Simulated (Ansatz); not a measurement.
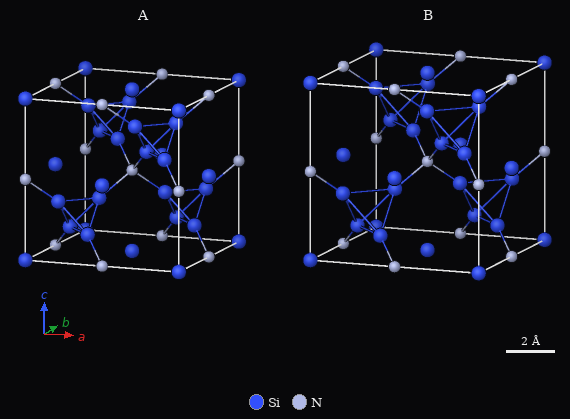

Two geometries of solid Si5N (a generated structure, set up in F-43m) (coarse preliminary run), drawn at one scale. One is the start of a relaxation, the other its converged end. A ball-and-stick model of the conventional cell (4 times the calculation's cell), seen slightly off an axis. Lengths and directions refer to the drawn axes.

All numbers below come from Ansatz, DFT PBE, scalar-relativistic, plane waves, PAW. (plane-wave cutoff 420 eV; k-point mesh 4 × 4 × 4; occupations gaussian; smearing width 0.1 eV; no spin polarisation; cell and atoms relaxed; force threshold 0.04 eV/Å; at most 70 steps)

Which of the two is the end point?

Answer. Structure B is the relaxed one. After 6 accepted moves (8 points after the start) the energy has fallen by 1576 meV per atom. The largest force component goes from 13 to 0.0018 eV/Å. Pressure: 67.87 GPa at the start and 0.05 GPa at the end. At 2 points the geometry stayed and the basis and grid were re-selected for the new cell (energy shift of 11.2 meV per atom at most each time). The largest moves relative to the cell, 0.20 Å, are those of Si atoms. N stays in place. The volume changes by +32.0 %, with a = b = c 6.901 → 7.571 Å (+9.7 %). Near-neighbour distances that change, for instance: Si–Si 1.874 → 2.384 Å, N–Si 1.841 → 1.818 Å. The space group stays F-43m (No. 216).
